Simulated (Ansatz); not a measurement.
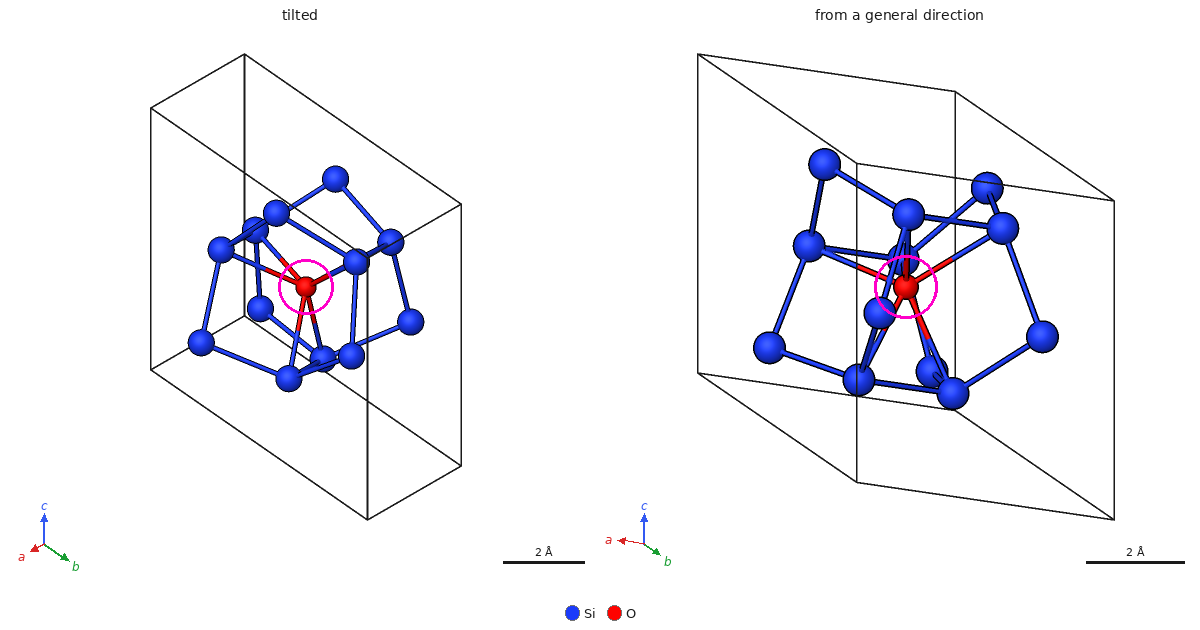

The crystal in a ball-and-stick representation, seen slightly off an axis and from a general direction. The edges of the supercell are marked. The host is Si, in a cell of 12 sites, and the cell carries a charge of -1. A ring marks the defect's site.

Where does the cell differ from the host, and how?

Answer. An interstitial oxygen atom. It is bonded to six Si at about 2.4 Å.

Calculation details: DFT PBE, scalar-relativistic, plane waves, PAW (Ansatz); E_cut = 420 eV, k-grid 3×3×3, Gaussian smearing of 0.02 eV, collinear spins.

Does the defect carry a magnetic moment?

Answer. Yes, 0.9 μB in the cell.

The atoms were relaxed in the host's cell with DFT PBE, scalar-relativistic, plane waves, PAW (Ansatz 0.2.0).
